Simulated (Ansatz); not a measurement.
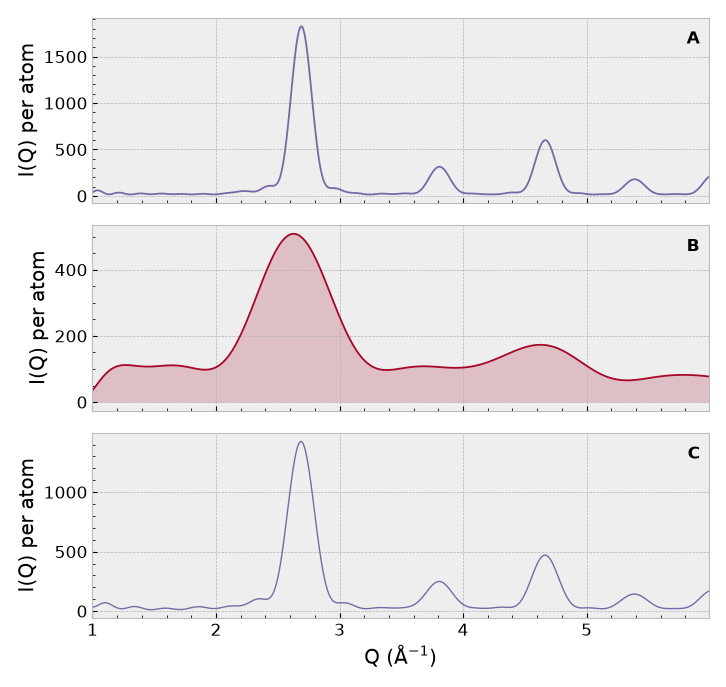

X-ray scattering of spheres cut from the crystal structure of Ti (Im-3m, a = 3.296 Å, b = 3.296 Å, c = 3.296 Å, α = 90.00°, β = 90.00°, γ = 90.00°), calculated atom by atom with the Debye equation (B = 0.5 Å², no relaxation of the surface). Basis of the simulation: the geometry relaxed with DFT, r2SCAN, plane waves (500 eV) with PAW, scalar-relativistic in Ansatz 0.2.0; the starting structure was generated, so it need not be a known form of this composition.

Question: The spheres are 10, 28 and 36 Å across. Which curve is which?

Answer: curve A: 36 Å (1363 atoms); curve B: 10 Å (27 atoms); curve C: 28 Å (645 atoms). Peak widths go roughly as 2π/D, so the largest sphere has the sharpest peaks.

Question: Index the main peaks of the largest sphere.

Answer: Q ≈ 2.69 Å⁻¹: 110; Q ≈ 3.81 Å⁻¹: 200; Q ≈ 4.67 Å⁻¹: 211; Q ≈ 5.39 Å⁻¹: 220.
